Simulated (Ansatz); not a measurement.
# Two runs on Co

System: Co (Fm-3m, 1 atom in the cell).
Method of run A: DFT, PBE, plane waves, PAW, spin-polarised (Ansatz 0.2.0).

The structure derives from a Materials Project entry. Text and figures count atoms from 1; the logs count them from 0 in places.

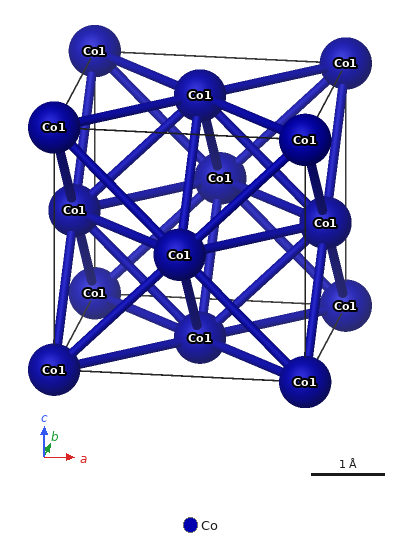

Figure 1. The structure as given in the input (ball-and-stick view of the cell 4 times as large as that of the calculation, set on its symmetry axes, seen at an oblique angle; atoms are numbered from 1 in the order of the input). Near neighbours in the crystal (not all of them lie inside the picture): Co has 12 Co at 2.48 Å.

**The input, run A**
```yaml
crystal:
  lattice:
    - [0.0, 1.7566572351, 1.7566572351]
    - [1.7566572351, 0.0, 1.7566572351]
    - [1.7566572351, 1.7566572351, 0.0]
  atoms:
    - { symbol: Co, position: [0.0, 0.0, 0.0], spin: 1.94 }
basis:
  ecutwfc: 420
kpoints:
  mp_grid: { grid: [20, 20, 20], shift: [0.5, 0.5, 0.5] }
hamiltonian:
  xc: pbe
scf:
  occupations: { method: gaussian, width: 0.1 }
output:
  forces: true
  eigenvalues: true
  stress: true
magnetization:
  spin_polarized: true
relax:
  adjacent_minimum: "off"
  f_tol: 0.005
  max_steps: 80
  cell: { stress_tol: 0.05 }
```

Launched with:
```bash
ansatz run input.yaml --threads 1 --pin off --max-ram 2560MiB --backend cpu --events-out ev --progress --plain --runs-dir out
```

Hardware: 1 thread of Arm Neoverse V2, 240 GiB of memory available, shared host.

**Output, shortened to warnings, some set-up lines, iterations and results (run A)**
```
Warning: crystal.symmetry: narrowed to the stabiliser of the k-point mesh — unitary ops 48 → 12; excluded 36 operations that carry a point of the 20×20×20 mesh (shift [0.5, 0.5, 0.5]) off the mesh (the run samples exactly the mesh kpoints.mp_grid names, as under crystal.symmetry.detect: false, and its converged state has the mesh's symmetry, not the crystal's; ε∞, the Born charges and the force …
Basis set: ecut = 420 eV, 181 PW (Γ), exchange–correlation on 36×36×36 points (8 copies of the dense FFT grid, shifted against one another)
Symmetry: 12 space group operations
k-points: 770 of 8000
Initial density: superposition of atomic densities (chi_scale 0.1, normalization cell)
[...]
SCF iter   1: F=—  HF=-5125.889146 eV  |F-HF|=—  |Δ(HF+E_count)|=         —  Δρ=1.03e-1 (↑4.81e-2 ↓1.03e-1)  dr2=1.40e0  dr2_m=8.27e-2  M=1.794 μB ∫|m|=1.866 μB  β_m=0.30  …
SCF iter   2: F=—  HF=-5125.360105 eV  |F-HF|=—  |Δ(HF+E_count)|=   5.29e-1  Δρ=4.91e-2 (↑4.91e-2 ↓1.09e-2)  dr2=1.14e-1  dr2_m=6.52e-2  M=1.785 μB ∫|m|=1.876 μB  β_m=0.28  …
SCF iter   3: F=—  HF=-5125.618031 eV  |F-HF|=—  |Δ(HF+E_count)|=         —  Δρ=2.08e-2 (↑2.08e-2 ↓1.11e-2)  dr2=1.00e-2  dr2_m=2.17e-2  M=1.743 μB ∫|m|=1.840 μB  β_m=0.28  …
SCF iter   4: F=—  HF=-5125.812648 eV  |F-HF|=—  |Δ(HF+E_count)|=   1.95e-1  Δρ=1.42e-2 (↑1.42e-2 ↓7.80e-3)  dr2=7.29e-3  dr2_m=9.57e-3  M=1.723 μB ∫|m|=1.830 μB  β_m=0.54  …
SCF iter   5: F=—  HF=-5126.105864 eV  |F-HF|=—  |Δ(HF+E_count)|=   2.93e-1  Δρ=5.91e-3 (↑3.86e-3 ↓5.91e-3)  dr2=5.38e-3  dr2_m=8.54e-4  M=1.678 μB ∫|m|=1.811 μB  β_m=0.58  …
[... 32 lines ...]
SCF iter   6: F=—  HF=-5126.138894 eV  |F-HF|=—  |Δ(HF+E_count)|=  1.18e-11  Δρ=1.04e-6 (↑5.73e-7 ↓1.04e-6)  dr2=1.55e-10  dr2_m=7.18e-12  M=1.658 μB ∫|m|=1.807 μB  β_m=0.78  …
SCF iter   7: F=—  HF=-5126.138894 eV  |F-HF|=—  |Δ(HF+E_count)|=  6.73e-11  Δρ=6.54e-8 (↑6.54e-8 ↓6.40e-8)  dr2=7.72e-13  dr2_m=4.92e-14  M=1.658 μB ∫|m|=1.807 μB  β_m=0.89  …
SCF iter   8: F=-5126.138894 eV  HF=-5126.138894 eV  |F-HF|=9.09e-13  |Δ(HF+E_count)|=    0.00e0  Δρ=1.95e-8 (↑8.75e-9 ↓1.95e-8)  dr2=3.34e-14  dr2_m=1.18e-14  M=1.658 μB …
SCF 4 converged in 8 iterations: F = -5126.138894 eV  dr2 = 3.34e-14
relax step   4: F+E_penalty+E_count = -5126.13889372 eV  Δ(F+E_penalty+E_count) = -8.852e-5 eV  max|allowed force component| = 0.000e0 eV/Å  Δτ_max = 0.0000 Å  P = +0.013 GPa …
basis re-selected at this cell: Δ(F+E_penalty+E_count) = -8.852e-5 eV, ΔP = +0.012 GPa vs the last step (what re-selecting the basis moved, of the pressure what is left beyond the Pulay correction that the steps carried, after the strain that the cell walked since its last selection, with what the …
SCF converged after 8 iterations
Magnetization: 1.6584 μB (9.3292 up, 7.6708 down)
Absolute magnetization: 1.8071 μB (∫|ρ↑−ρ↓|, with the PAW one-centre terms)
Spin contamination: 0.0263 ħ² per cell (⟨S²⟩ above its minimum at these occupations)
Per-site moments (μB) at R_I (Å): [(1.7266244320297883, 1.0266952109452407)]
Free energy (F): -5126.138894 eV
Harris-Foulkes:  -5126.138894 eV  (|F-HF|=9.09e-13)
Internal energy: -5126.132818 eV  (E = F + TS)
E sigma→0 (E₀):  -5126.135856 eV
Entropy (-TS):   -0.006076 eV (-6.076 meV/atom)
Fermi energy:    18.672212 eV
--- Per-component energies (eV) ---
  E_band       = -246.227052
  E_kinetic    = 453.390552
  E_local      = -2840.771163  (includes V_loc(G=0)·N_el)
  E_nonlocal   = 454.135278
  E_hartree    = 1190.268628
  E_xc         = -158.950904
  E_vxc        = -205.111453  (∫ρ·V_xc dr)
  E_paw        = -1515.108986  (= ΣΔE_a)
  E_vpaw       = -488.407642  (= ΣTr[D̂ρ^β])
  E_aug_tail   = 0.000108  (compensation charges beyond the density's cutoff)
  E_ewald      = -2709.096330
  E_smearing   = -0.006076  (= −TS)
  E_closure    = 0.000000  (closes the sum)
  Σ components = -5126.138894   (vs F -5126.138894, Δ=0.00e0)
--- Forces (eV/Å), atoms counted from 1 ---
  atom   1  Co    -0.00000000    -0.00000000    -0.00000000
  max |Σ_I F_I| component: 5.75e-32 eV/Å
--- Stress (GPa, compression-positive) ---
        0.013267       0.011226       0.011226
        0.011226       0.013267       0.011226
        0.011226       0.011226       0.013267
  P = ⅓ Tr σ = 0.0133 GPa (0.133 kbar)
--- Relaxed structure (3 steps of the walk, 3 accepted, 1 SCFs on fresh bases) ---
  F+E_penalty+E_count = -5126.13889372 eV   max|allowed force component| = 0.000e0 eV/Å   (the final SCF, on the basis selected at the relaxed cell)
  cell:  # Å, volume = 10.9170 Å³
    - [0.0015311335047547042, 1.7614902750105308, 1.7614902750105308]
    - [1.7614902750105308, 0.0015311335047547036, 1.7614902750105308]
    - [1.7614902750105308, 1.7614902750105308, 0.001531133504754704]
  atoms:
[...]
```

The input of run B differs as follows (lines with − go, lines with + come):
```diff
-  mp_grid: { grid: [20, 20, 20], shift: [0.5, 0.5, 0.5] }
+  mp_grid: { grid: [20, 20, 20] }
+  populations: true
```

How does run B compare with run A?

The free energy of run B is 0.44 meV per atom lower, which measures how much it depends on this numerical setting. The SCF takes 33 iterations over all geometry steps against 34. The irreducible k-points go from 770 to 256. On the same kind of shared host run B took about 0.32 times as long.

**Output, shortened to warnings, some set-up lines, iterations and results (run B)**
```
Basis set: ecut = 420 eV, 181 PW (Γ), exchange–correlation on 36×36×36 points (8 copies of the dense FFT grid, shifted against one another)
Symmetry: 48 space group operations
k-points: 256 of 8000
Initial density: superposition of atomic densities (chi_scale 0.1, normalization cell)
[...]
SCF iter   1: F=—  HF=-5125.886895 eV  |F-HF|=—  |Δ(HF+E_count)|=         —  Δρ=1.03e-1 (↑4.80e-2 ↓1.03e-1)  dr2=1.41e0  dr2_m=8.41e-2  M=1.796 μB ∫|m|=1.868 μB  β_m=0.30  …
SCF iter   2: F=—  HF=-5125.355038 eV  |F-HF|=—  |Δ(HF+E_count)|=   5.32e-1  Δρ=4.99e-2 (↑4.99e-2 ↓1.08e-2)  dr2=1.16e-1  dr2_m=6.79e-2  M=1.789 μB ∫|m|=1.880 μB  β_m=0.28  …
SCF iter   3: F=—  HF=-5125.614440 eV  |F-HF|=—  |Δ(HF+E_count)|=         —  Δρ=1.94e-2 (↑1.94e-2 ↓1.04e-2)  dr2=1.02e-2  dr2_m=1.81e-2  M=1.731 μB ∫|m|=1.829 μB  β_m=0.28  …
SCF iter   4: F=—  HF=-5125.811211 eV  |F-HF|=—  |Δ(HF+E_count)|=   1.97e-1  Δρ=1.27e-2 (↑1.27e-2 ↓7.76e-3)  dr2=7.14e-3  dr2_m=7.74e-3  M=1.709 μB ∫|m|=1.817 μB  β_m=0.53  …
SCF iter   5: F=—  HF=-5126.099802 eV  |F-HF|=—  |Δ(HF+E_count)|=   2.89e-1  Δρ=6.32e-3 (↑4.14e-3 ↓6.32e-3)  dr2=6.03e-3  dr2_m=9.88e-4  M=1.664 μB ∫|m|=1.797 μB  β_m=0.76  …
[... 31 lines ...]
SCF iter   5: F=—  HF=-5126.139331 eV  |F-HF|=—  |Δ(HF+E_count)|=   8.39e-9  Δρ=1.14e-6 (↑1.14e-6 ↓3.60e-7)  dr2=7.27e-11  dr2_m=2.33e-11  M=1.644 μB ∫|m|=1.794 μB  β_m=0.83  …
SCF iter   6: F=—  HF=-5126.139331 eV  |F-HF|=—  |Δ(HF+E_count)|=  5.18e-11  Δρ=2.77e-7 (↑2.77e-7 ↓6.88e-8)  dr2=4.99e-12  dr2_m=1.40e-12  M=1.644 μB ∫|m|=1.794 μB  β_m=0.90  …
SCF iter   7: F=-5126.139331 eV  HF=-5126.139331 eV  |F-HF|=4.55e-12  |Δ(HF+E_count)|=  9.09e-13  Δρ=2.81e-8 (↑2.81e-8 ↓8.25e-9)  dr2=2.45e-14  dr2_m=2.74e-14  M=1.644 μB …
SCF 4 converged in 7 iterations: F = -5126.139331 eV  dr2 = 2.45e-14
relax step   4: F+E_penalty+E_count = -5126.13933121 eV  Δ(F+E_penalty+E_count) = -6.676e-5 eV  max|allowed force component| = 0.000e0 eV/Å  Δτ_max = 0.0000 Å  P = +0.015 GPa …
basis re-selected at this cell: Δ(F+E_penalty+E_count) = -6.676e-5 eV, ΔP = +0.010 GPa vs the last step (what re-selecting the basis moved, of the pressure what is left beyond the Pulay correction that the steps carried, after the strain that the cell walked since its last selection, with what the …
SCF converged after 7 iterations
Magnetization: 1.6445 μB (9.3222 up, 7.6778 down)
Absolute magnetization: 1.7944 μB (∫|ρ↑−ρ↓|, with the PAW one-centre terms)
Spin contamination: 0.0265 ħ² per cell (⟨S²⟩ above its minimum at these occupations)
Per-site moments (μB) at R_I (Å): [(1.7131947040763564, 1.0267610218214882)]
Free energy (F): -5126.139331 eV
Harris-Foulkes:  -5126.139331 eV  (|F-HF|=4.55e-12)
Internal energy: -5126.133405 eV  (E = F + TS)
E sigma→0 (E₀):  -5126.136368 eV
Entropy (-TS):   -0.005926 eV (-5.926 meV/atom)
Fermi energy:    18.693581 eV
--- Per-component energies (eV) ---
  E_band       = -245.807779
  E_kinetic    = 453.438259
  E_local      = -2839.222323  (includes V_loc(G=0)·N_el)
  E_nonlocal   = 454.127193
  E_hartree    = 1189.698549
  E_xc         = -158.963354
  E_vxc        = -205.128532  (∫ρ·V_xc dr)
  E_paw        = -1515.110664  (= ΣΔE_a)
  E_vpaw       = -488.419592  (= ΣTr[D̂ρ^β])
  E_aug_tail   = 0.000106  (compensation charges beyond the density's cutoff)
  E_ewald      = -2710.101171
  E_smearing   = -0.005926  (= −TS)
  E_closure    = -0.000000  (closes the sum)
  Σ components = -5126.139331   (vs F -5126.139331, Δ=0.00e0)
--- Forces (eV/Å), atoms counted from 1 ---
  atom   1  Co    -0.00000000     0.00000000     0.00000000
  max |Σ_I F_I| component: 1.40e-31 eV/Å
--- Stress (GPa, compression-positive) ---
        0.014811       0.000000       0.000000
       -0.000000       0.014811      -0.000000
        0.000000      -0.000000       0.014811
  P = ⅓ Tr σ = 0.0148 GPa (0.148 kbar)
--- Relaxed structure (3 steps of the walk, 3 accepted, 1 SCFs on fresh bases) ---
  F+E_penalty+E_count = -5126.13933121 eV   max|allowed force component| = 0.000e0 eV/Å   (the final SCF, on the basis selected at the relaxed cell)
  cell:  # Å, volume = 10.9049 Å³
    - [-2.5476860164477947e-35, 1.7600719543951588, 1.7600719543951588]
    - [1.7600719543951588, -9.633437749693223e-35, 1.7600719543951588]
    - [1.7600719543951588, 1.7600719543951588, -7.722673237357377e-35]
  atoms:
[...]
```

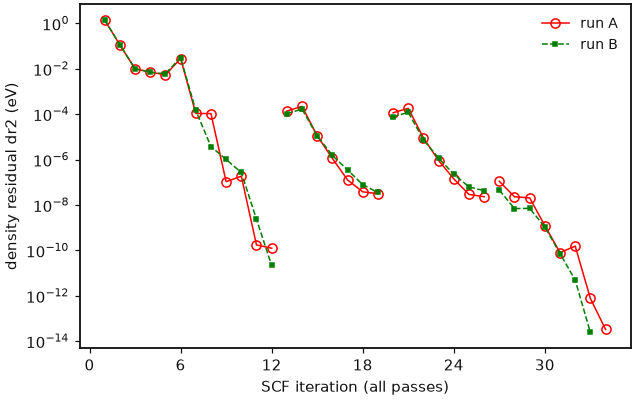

Figure 2. Convergence of the two runs: density residual dr2 against the SCF iteration. A break in a curve parts two SCF passes. Run A takes 34 iterations in all, and run B takes 33.

**The two runs side by side**

| quantity | run A | run B |
| --- | --- | --- |
| outcome | converged | converged |
| free energy per atom (eV) | −5126.1389 | −5126.1393 |
| energy per atom, smearing taken to zero (eV) | −5126.1359 | −5126.1364 |
| gap on the mesh (eV) | 0.00 | 0.00 |
| net moment of the cell (μB) | 1.66 | 1.64 |
| absolute moment of the cell (μB) | 1.81 | 1.79 |
| pressure (GPa) | 0.01 | 0.01 |
| volume per atom (Å³) | 10.92 | 10.90 |
| largest force (eV/Å) | 0.000 | 0.000 |
| SCF iterations | 34 | 33 |
| irreducible k-points | 770 | 256 |
| wall time (shared host) | 82 s | 26 s |

For run A: Warnings: the k-point mesh lowers the symmetry that the run can use.
